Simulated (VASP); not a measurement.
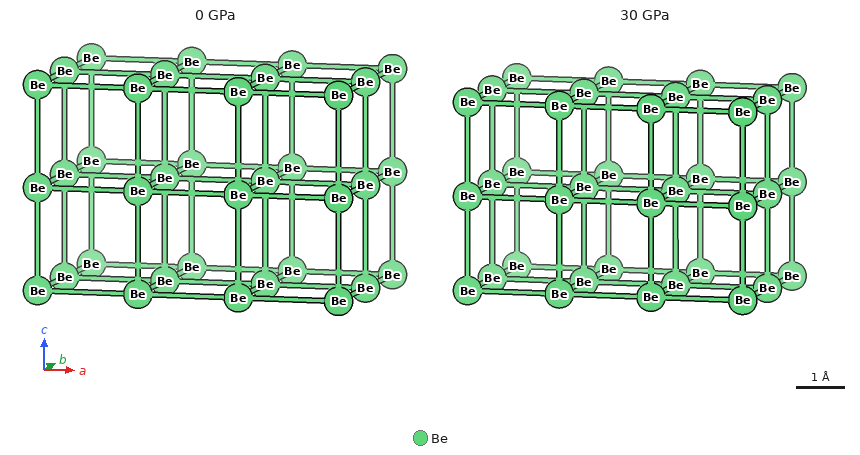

Solid Be (a generated structure, set up in Pm-3m), relaxed (cell and atoms) at several target pressures. The picture shows the first and the last member. Style: ball-and-stick. Shown: the cell of the calculation, repeated 3 × 2 × 2 with one cell outlined, slightly off an axis.

Computed with VASP 6.6.1: PBE, VASP PAW PBE potentials, recommended. Set-up: plane-wave cutoff 600 eV; k-point mesh 12 × 12 × 12; occupations fermi-dirac; smearing width 0.05 eV; no spin polarisation.

| pressure (GPa) | volume (Å³/atom) | a (Å) |
| --- | --- | --- |
| 0 | 10.353 | 2.180 |
| 2 | 10.085 | 2.161 |
| 5 | ? | ? |
| 10 | 9.230 | 2.098 |
| 20 | 8.477 | 2.039 |
| 30 | 7.913 | 1.993 |

Estimate the missing row from the others, and compare with the calculation.

Answer. Murnaghan's form V = V₀(1 + B′P/B₀)^(−1/B′), with V₀ = 10.353 Å³ from the row at zero pressure, fits the other rows with B₀ = 73.4 GPa and B′ = 2.94 (largest miss 0.003 Å³). At 5 GPa it gives 10.353 × (1 + 2.94 × 5/73.4)^(−1/2.94) = 9.730 Å³ per atom. The calculation gives 9.733 Å³/atom (a = 2.135 Å). The estimate is 0.003 Å³/atom too low. From the first member to the last: Be–Be 2.180 → 1.993 Å.

The whole series:

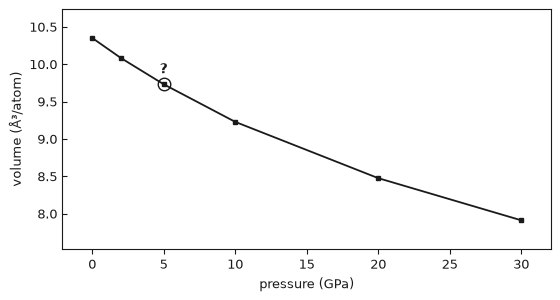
